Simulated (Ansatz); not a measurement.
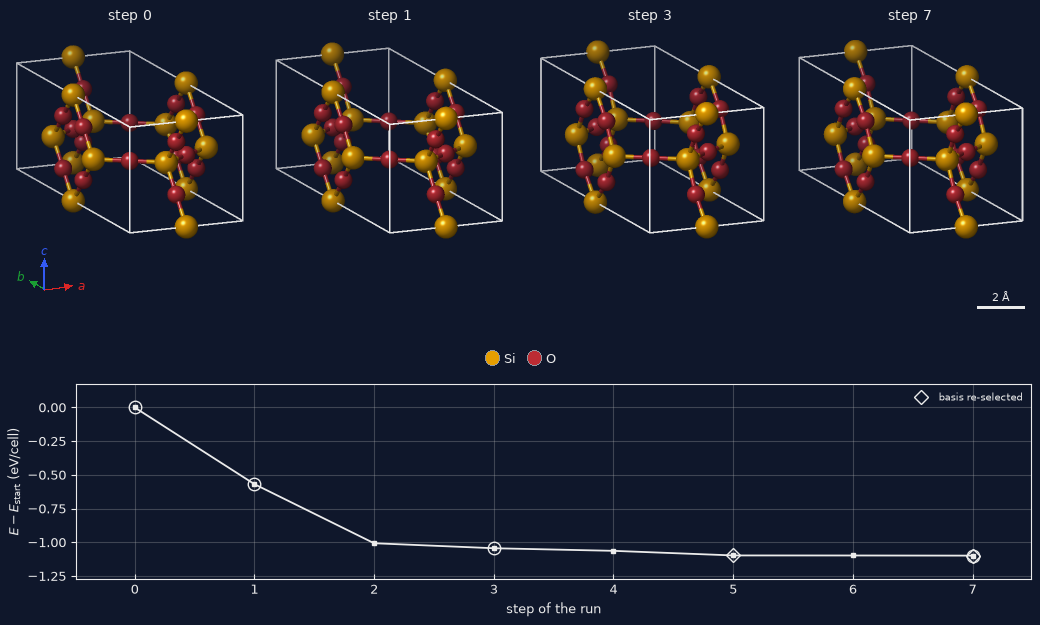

Frames of a relaxation of solid SiO₂ (a generated structure, set up in Cmmm) (coarse preliminary run), marked on the history of the run. A ball-and-stick model of the conventional cell (2 times the calculation's cell), seen slightly off an axis. Lengths and directions refer to the drawn axes.

These are results of DFT PBE, scalar-relativistic, plane waves, PAW (Ansatz 0.2.0), not measurements. Settings: plane-wave cutoff 420 eV; k-point mesh 4 × 4 × 4; occupations gaussian; smearing width 0.1 eV; no spin polarisation; cell and atoms relaxed; force threshold 0.04 eV/Å; at most 70 steps.

**What happens along the run?**

The largest moves relative to the cell, 0.15 Å, are those of O atoms. By element the largest moves are O 0.15 Å, Si 0.06 Å. The drawn cell changes as follows: a 5.324 → 5.304 Å (−0.4 %), b 12.301 → 12.009 Å (−2.4 %), c 4.716 → 5.028 Å (+6.6 %); the volume changes by +3.7 %. Among the contacts that change: O–Si 1.609 → 1.662 Å, O–Si 1.598 → 1.617 Å. Bond angles that change, for instance: O–Si–O 94.2° → 113.3°, Si–O–Si 180.0° → 167.7°, O–Si–O 94.2° → 88.7°. The space group stays Cmmm (No. 65). After 5 accepted moves (7 points after the start) the energy has fallen by 1.098 eV per cell of the calculation. Largest force component: 2.7 eV/Å at the start, 0.032 eV/Å at the end. The pressure goes from 8.22 to 0.02 GPa. The SCF was repeated twice at an unchanged geometry on a basis and grid sized afresh for the cell, which shifted the energy by 34.1 meV per cell of the calculation at most. From step 0 to 1: O atoms move most (0.03 Å), volume +2.2 %, energy −0.568 eV per cell of the calculation. From step 1 to 3: O atoms move most (0.13 Å), volume +1.4 %, energy −0.475 eV per cell of the calculation. From step 3 to 7: volume +0.1 %, energy −54.7 meV per cell of the calculation.
